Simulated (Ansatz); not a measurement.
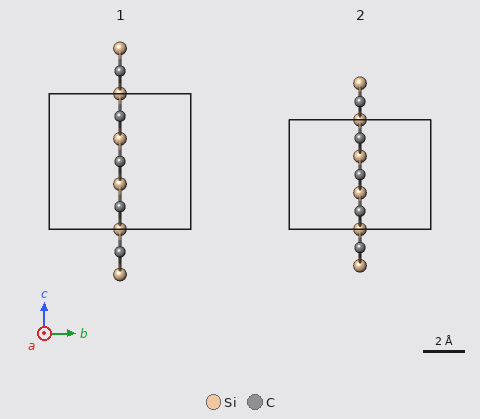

Two geometries of a wire of composition SiC, drawn at one scale. One is the start of a relaxation, the other its converged end. Style: ball-and-stick. Shown: the 3 repeat of the cell, with the vacuum cut short, along the a axis.

Computed with DFT PBE, scalar-relativistic, plane waves, PAW in Ansatz. Settings: plane-wave cutoff 420 eV; k-point mesh 1 × 1 × 35; occupations gaussian; smearing width 0.05 eV; collinear spin; cell relaxed at fixed a, b, alpha, beta, gamma; force threshold 0.01 eV/Å; at most 45 steps.

### Which of the two is the end point?

Structure 1 is the relaxed one. Case: strip chain of atoms. The energy falls by 1.932 eV per cell of the calculation in 9 accepted moves (11 points after the start). The largest force component goes from 4.2 to 0.0079 eV/Å. The SCF was repeated twice at an unchanged geometry on a basis and grid sized afresh for the cell, which shifted the energy by 30.1 meV per cell of the calculation at most. The largest moves relative to the layer's centre, 0.013 Å, are those of Si and C atoms. Largest moves by element: Si 0.013 Å, C 0.013 Å. Along the periodic axis the drawn cell goes c 5.428 → 6.726 Å (+23.9 %). Near-neighbour distances that change, for instance: C–C 1.809 → 2.242 Å, Si–Si 1.809 → 2.242 Å, C–Si 1.783 → 1.881 Å. Among the angles between lasting bonds that change: C–Si–C 61.0° → 73.2°, Si–C–Si 61.0° → 73.2°, Si–Si–C 120.5° → 126.6°. The program noted that the starting moments weren't kept.

Limits of the set-up: the k-point mesh is coarse for a cell with partly filled bands.
